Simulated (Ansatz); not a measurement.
# What a change does: band-structure calculation on AlN

System: AlN (Fm-3m, 2 atoms in the cell).
Method of the first run: DFT, PBE, plane waves, PAW, no spin polarisation (Ansatz 0.2.0).

The structure was built on a prototype by a generator. The geometry comes from this level: r2SCAN (a point of a series of strains). Text and figures count atoms from 1; the logs count them from 0 in places.

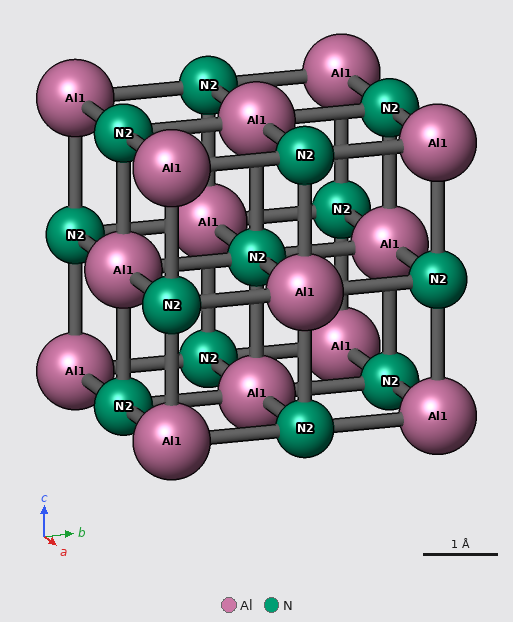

**Figure 1.** The input geometry (ball-and-stick view of the cell 4 times as large as that of the calculation, set on its symmetry axes, seen slightly off an axis; atoms are numbered from 1 in the order of the input). Near neighbours in the crystal (not all of them lie inside the picture): Al has 6 N at 1.92 Å; N has 6 Al at 1.92 Å.

Input, the first run:
```yaml
crystal:
  lattice:
    - [0.0, 1.9205495521, 1.9205495521]
    - [1.9205495521, 0.0, 1.9205495521]
    - [1.9205495521, 1.9205495521, 0.0]
  atoms:
    - { symbol: Al, position: [0.0, 0.0, 0.0] }
    - { symbol: "N", position: [0.5, 0.5, 0.5] }
kpoints:
  mp_grid: { grid: [10, 10, 10] }
  band_path:
    path:
      - [0.0, 0.0, 0.0]
      - [0.5, 0.0, 0.5]
      - [0.625, 0.25, 0.625]
      - [0.375, 0.375, 0.75]
      - [0.5, 0.5, 0.5]
      - [0.5, 0.25, 0.75]
    npoints: 1
hamiltonian:
  xc: pbe
scf:
  occupations: { method: fermi_dirac, width: 0.02 }
  n_extra_bands: 4
output:
  forces: true
  stress: true
  eigenvalues: true
```

Hardware: 4 threads of an Arm (aarch64) CPU, shared host.

Output, shortened to warnings, some set-up lines, iterations and results (the first run):
```
Basis set: ecut = 420 eV, 283 PW (Γ), exchange–correlation on 40×40×40 points (8 copies of the dense FFT grid, shifted against one another)
Symmetry: 48 space group operations
k-points: 47 of 1000
Initial density: superposition of atomic densities (neutral atoms: chi_scale 0, normalization atom), corrected by the library's trained network
[...]
SCF iter   1: F=—  HF=-923.467614 eV  |F-HF|=—  |Δ(HF+E_count)|=         —  Δρ=5.24e-3  dr2=3.47e-3  ethr=1.77e-3  ⟨swp⟩=5.0  Hψ=2710  notcnv=0
SCF iter   2: F=—  HF=-923.466657 eV  |F-HF|=—  |Δ(HF+E_count)|=   9.57e-4  Δρ=1.71e-3  dr2=1.67e-4  ethr=4.34e-5  ⟨swp⟩=3.0  Hψ=1097  notcnv=0
SCF iter   3: F=—  HF=-923.466665 eV  |F-HF|=—  |Δ(HF+E_count)|=   8.32e-6  Δρ=6.81e-4  dr2=1.96e-5  ethr=2.08e-6  ⟨swp⟩=2.4  Hψ=532  notcnv=0
SCF iter   4: F=—  HF=-923.466726 eV  |F-HF|=—  |Δ(HF+E_count)|=   6.12e-5  Δρ=5.44e-5  dr2=1.20e-7  ethr=2.45e-7  ⟨swp⟩=2.0  Hψ=564  notcnv=0
SCF iter   5: F=-923.466727 eV  HF=-923.466727 eV  |F-HF|=6.61e-10  |Δ(HF+E_count)|=   1.94e-7  Δρ=3.26e-6  dr2=3.62e-10  ethr=1.51e-9  ⟨swp⟩=2.4  Hψ=584  notcnv=0
SCF iter   6: F=-923.466727 eV  HF=-923.466727 eV  |F-HF|=9.09e-13  |Δ(HF+E_count)|=  7.55e-10  Δρ=1.22e-7  dr2=6.02e-13  ethr=4.52e-12  ⟨swp⟩=1.5  Hψ=1449  notcnv=0
SCF 1 converged in 6 iterations: F = -923.466727 eV  dr2 = 6.02e-13
NSCF: frozen V_eff on 6 k-points
SCF converged after 6 iterations
Free energy (F): -923.466727 eV
Harris-Foulkes:  -923.466727 eV  (|F-HF|=9.09e-13)
Internal energy: -923.466727 eV  (E = F + TS)
E sigma→0 (E₀):  -923.466727 eV
Fermi energy:    16.071677 eV
--- Per-component energies (eV) ---
  E_band       = 52.767657
  E_kinetic    = 171.528451
  E_local      = -154.057656  (includes V_loc(G=0)·N_el)
  E_nonlocal   = 55.809956
  E_hartree    = 58.334417
  E_xc         = -105.557790
  E_vxc        = -112.970828  (∫ρ·V_xc dr)
  E_paw        = -596.051655  (= ΣΔE_a)
  E_vpaw       = -24.211211  (= ΣTr[D̂ρ^β])
  E_aug_tail   = 0.000105  (compensation charges beyond the density's cutoff)
  E_ewald      = -353.472554
  E_smearing   = -0.000000  (= −TS)
  E_closure    = 0.000000  (closes the sum)
  Σ components = -923.466727   (vs F -923.466727, Δ=0.00e0)
--- Forces (eV/Å), atoms counted from 1 ---
  atom   1  Al    -0.00000000     0.00000000     0.00000000
  atom   2  N      0.00000000    -0.00000000     0.00000000
  max |Σ_I F_I| component: 7.69e-30 eV/Å
--- Stress (GPa, compression-positive) ---
       61.744047       0.000000       0.000000
       -0.000000      61.744047      -0.000000
        0.000000      -0.000000      61.744047
  P = ⅓ Tr σ = 61.7440 GPa (617.440 kbar)
```

The input of the second run differs as follows (lines with − go, lines with + come):
```diff
-  xc: pbe
+  xc: r2scan
-  occupations: { method: fermi_dirac, width: 0.02 }
+  occupations: { method: fixed }
```

How does the second run compare with the first run?

The total energies belong to different methods, so their difference says nothing on which is more stable or more accurate. The gap on the mesh goes from 4.98 to 5.72 eV. The pressure goes from 61.74 to 55.28 GPa. The functional changes from PBE to r2SCAN. The SCF takes 7 iterations against 6. The default cutoff goes from 420 to 500 eV with the change. The plane waves at Γ go from 283 to 339.

Output, shortened to warnings, some set-up lines, iterations and results (the second run):
```
Basis set: ecut = 500 eV, 339 PW (Γ), exchange–correlation on 80×80×80 points (64 copies of the dense FFT grid, shifted against one another)
Symmetry: 48 space group operations
k-points: 47 of 1000
Initial density: superposition of atomic densities (neutral atoms: chi_scale 0, normalization atom), corrected by the library's trained network
[...]
SCF iter   1: F=—  HF=-927.643021 eV  |F-HF|=—  |Δ(HF+E_count)|=         —  Δρ=5.52e-3  dr2=2.42e-3  dr2_τ=2.47e-1  ethr=1.77e-3  ⟨swp⟩=4.3  Hψ=2261  notcnv=0  defer=77
SCF iter   2: F=—  HF=-927.798772 eV  |F-HF|=—  |Δ(HF+E_count)|=   1.56e-1  Δρ=5.60e-3  dr2=3.00e-3  dr2_τ=8.78e-5  ethr=3.02e-5  ⟨swp⟩=3.2  Hψ=1138  notcnv=0  defer=89
SCF iter   3: F=—  HF=-927.799019 eV  |F-HF|=—  |Δ(HF+E_count)|=   2.47e-4  Δρ=2.73e-3  dr2=4.89e-4  dr2_τ=8.89e-5  ethr=3.02e-5  ⟨swp⟩=2.6  Hψ=673  notcnv=0  defer=89
SCF iter   4: F=—  HF=-927.798911 eV  |F-HF|=—  |Δ(HF+E_count)|=   1.07e-4  Δρ=8.31e-4  dr2=8.51e-5  dr2_τ=3.18e-6  ethr=6.12e-6  ⟨swp⟩=3.1  Hψ=662  notcnv=0  defer=89
SCF iter   5: F=—  HF=-927.798924 eV  |F-HF|=—  |Δ(HF+E_count)|=   1.23e-5  Δρ=2.00e-4  dr2=5.03e-6  dr2_τ=2.97e-7  ethr=1.06e-6  ⟨swp⟩=2.5  Hψ=557  notcnv=0  defer=54
SCF iter   6: F=—  HF=-927.798924 eV  |F-HF|=—  |Δ(HF+E_count)|=   3.80e-7  Δρ=5.93e-5  dr2=4.29e-7  dr2_τ=2.04e-8  ethr=6.29e-8  ⟨swp⟩=2.2  Hψ=548  notcnv=0  defer=73
SCF iter   7: F=-927.798924 eV  HF=-927.798924 eV  |F-HF|=7.83e-9  |Δ(HF+E_count)|=   6.09e-8  Δρ=2.03e-5  dr2=5.21e-8  dr2_τ=2.65e-9  ethr=1.25e-9  ⟨swp⟩=7.0  Hψ=2212  …
SCF 1 converged in 7 iterations: F = -927.798924 eV  dr2 = 5.21e-8
NSCF: frozen V_eff on 6 k-points
SCF converged after 7 iterations
Free energy (F): -927.798924 eV
Harris-Foulkes:  -927.798924 eV  (|F-HF|=7.83e-9)
Internal energy: -927.798924 eV  (E = F + TS)
E sigma→0 (E₀):  -927.798924 eV
Fermi energy:    13.370306 eV
--- Per-component energies (eV) ---
  E_band       = 48.724582
  E_kinetic    = 172.744203
  E_local      = -155.011047  (includes V_loc(G=0)·N_el)
  E_nonlocal   = 54.684174
  E_hartree    = 59.381939
  E_xc         = -102.665521
  E_vxc        = -124.415236  (∫ρ·V_xc dr)
  E_paw        = -603.370463  (= ΣΔE_a)
  E_vpaw       = -24.578122  (= ΣTr[D̂ρ^β])
  E_aug_tail   = 0.000017  (compensation charges beyond the density's cutoff)
  E_vtau       = 6.533538  (kinetic-family band-sum trace: ∫τ·v_τ [+ j·A + Jᵃ·Aᵃ] dr)
  E_ewald      = -353.472554
  E_core_change = -0.089673  (= ΣΔE_core)
  E_smearing   = -0.000000  (= −TS)
  E_closure    = 0.000000  (closes the sum)
  Σ components = -927.798924   (vs F -927.798924, Δ=0.00e0)
--- Forces (eV/Å), atoms counted from 1 ---
  atom   1  Al    -0.00000000     0.00000000    -0.00000000
  atom   2  N      0.00000000    -0.00000000     0.00000000
  max |Σ_I F_I| component: 8.25e-30 eV/Å
--- Stress (GPa, compression-positive) ---
       55.280009       0.000000       0.000000
       -0.000000      55.280009      -0.000000
        0.000000       0.000000      55.280009
  P = ⅓ Tr σ = 55.2800 GPa (552.800 kbar)
```

The two runs side by side:

| quantity | the first run | the second run |
| --- | --- | --- |
| outcome | converged | converged |
| free energy per atom (eV) | −461.7334 | −463.8995 |
| gap on the mesh (eV) | 4.98 | 5.72 |
| pressure (GPa) | 61.74 | 55.28 |
| largest force (eV/Å) | 0.000 | 0.000 |
| SCF iterations | 6 | 7 |
| irreducible k-points | 47 | 47 |
| plane waves at Γ | 283 | 339 |

For the first run: The cell is under a pressure of 62 GPa at this level, so it is not at its equilibrium volume. For the second run: The cell is under a pressure of 55 GPa at this level, so it is not at its equilibrium volume.
